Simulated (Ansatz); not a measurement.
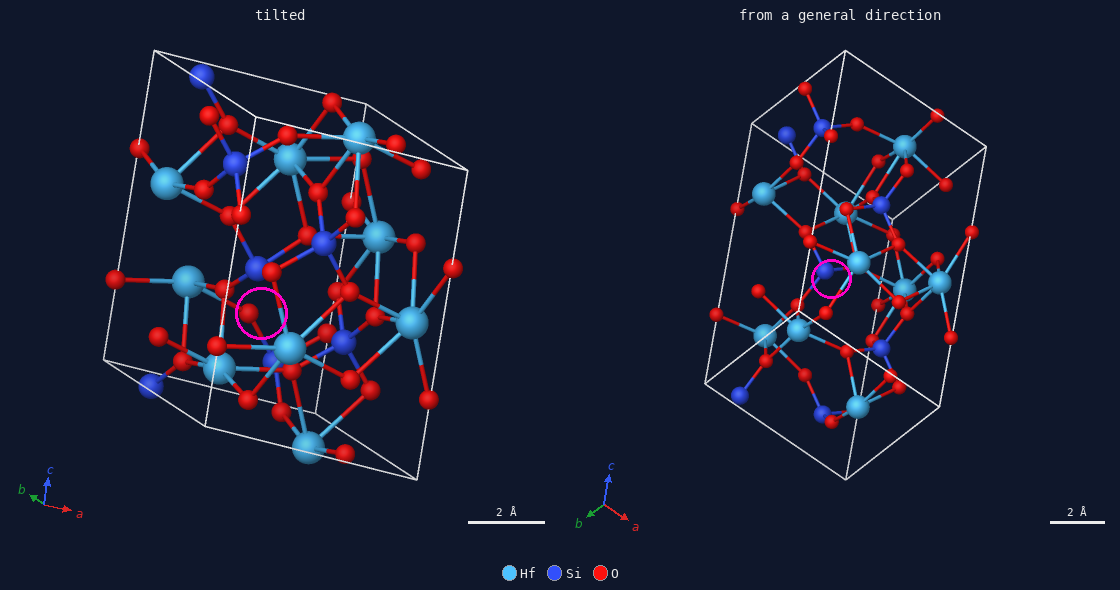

The image is a ball-and-stick drawing of a crystal, viewed slightly off an axis and from a general direction. Thin lines show the supercell, with boundary atoms drawn in all their periodic places. The host is HfSiO$_{4}$, in a cell of 36 sites, and the cell is neutral. A ring marks the defect's site.

What imperfection does the supercell contain?

Answer. An oxygen vacancy. Around the empty site lies one Si at about 1.4 Å.

The calculation used DFT PBEsol, scalar-relativistic, plane waves, PAW (Ansatz 0.2.0), with an energy cutoff of 420 eV, a 2×2×2 mesh of k-points, Gaussian smearing of 0.02 eV, collinear spins.

Does a spin moment come with the defect?

Answer. No net moment.

The atoms were relaxed in the host's cell with Ansatz 0.2.0, DFT PBEsol, scalar-relativistic, plane waves, PAW.
